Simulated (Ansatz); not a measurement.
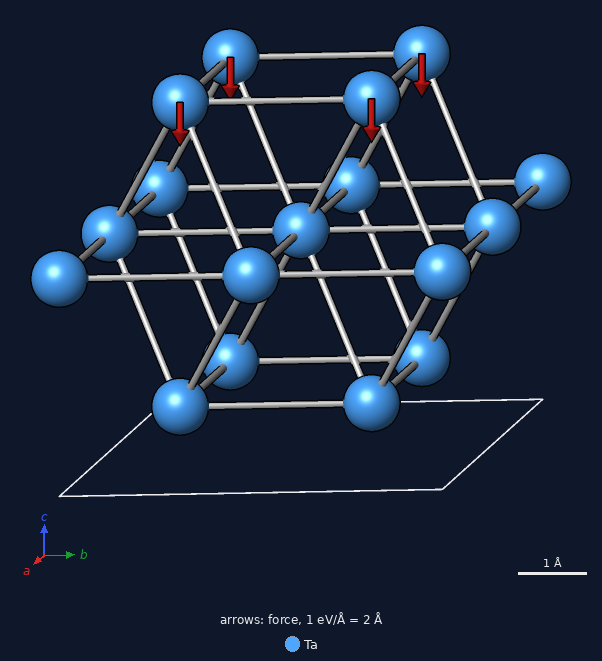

Starting geometry of a slab of composition Ta (cut from the Im-3m phase) with the computed forces as red arrows. A ball-and-stick model of the cell of the calculation, outlined in the plane, without the vacuum, seen slightly off an axis.

Case: clean slab, lower half held. The slab is the (1 1 0) face of Ta. 4 atoms are held fixed.

Computed with Ansatz, DFT PBE+D3(BJ), scalar-relativistic, plane waves, PAW.

Input file:
```yaml
crystal:
  lattice:
    - [5.6896945747, 0.0, 0.0]
    - [-1.8965648582, 5.3642954889, 0.0]
    - [0.0, 0.0, 21.6456161668]
  atoms:
    - { symbol: Ta, position: [0.25, 0.25, 0.392689214] }
    - { symbol: Ta, position: [0.25, 0.75, 0.392689214] }
    - { symbol: Ta, position: [0.75, 0.25, 0.392689214] }
    - { symbol: Ta, position: [0.75, 0.75, 0.392689214] }
    - { symbol: Ta, position: [0.5, 0.5, 0.5] }
    - { symbol: Ta, position: [0.5, 0.0, 0.5] }
    - { symbol: Ta, position: [0.0, 0.5, 0.5] }
    - { symbol: Ta, position: [0.0, 0.0, 0.5] }
    - { symbol: Ta, position: [0.75, 0.75, 0.607310786] }
    - { symbol: Ta, position: [0.75, 0.25, 0.607310786] }
    - { symbol: Ta, position: [0.25, 0.75, 0.607310786] }
    - { symbol: Ta, position: [0.25, 0.25, 0.607310786] }
basis:
  ecutwfc: 420
kpoints:
  mp_grid: { grid: [6, 6, 1] }
hamiltonian:
  xc: pbe
  dispersion: d3bj
scf:
  occupations: { method: gaussian, width: 0.1 }
output:
  forces: true
  eigenvalues: true
  write_density: true
  write_potential: true
  elf: true
  volumetric_format: npy
relax:
  adjacent_minimum: "off"
  f_tol: 0.03
  max_steps: 70
  constraints: [{ sites: [0, 1, 2, 3] }]
efield:
  axis: 3
  dipole_correction: true
  ramp_width: 0.04
```

Launched with:
```bash
ansatz run input.yaml --threads 4 --pin off --max-ram 10240MiB --backend cpu --events-out ev --progress --plain --runs-dir out
```

**What follows when this structure is relaxed?**

It isn't relaxed: the largest force vector, on Ta atoms, is 0.34 eV/Å. The atoms end up moving mostly along the starting forces (cosine between the two patterns 0.90). After 1 accepted move (4 points after the start) the energy has fallen by 73.0 meV per cell of the calculation. The largest force component goes from 0.34 to 0.027 eV/Å. The line search rejected the trial steps at points 1, 3 of the run. 1 step only repeated the SCF at the same geometry. The largest moves, 0.095 Å, are those of Ta9, Ta10, Ta11 and Ta12. Ta9 goes along the normal (−c). The lattice vectors keep their values. Near-neighbour distances that change, for instance: Ta5–Ta12 2.845 → 2.804 Å, Ta1–Ta5 2.845 → 2.808 Å, Ta1–Ta6 3.285 → 3.253 Å.
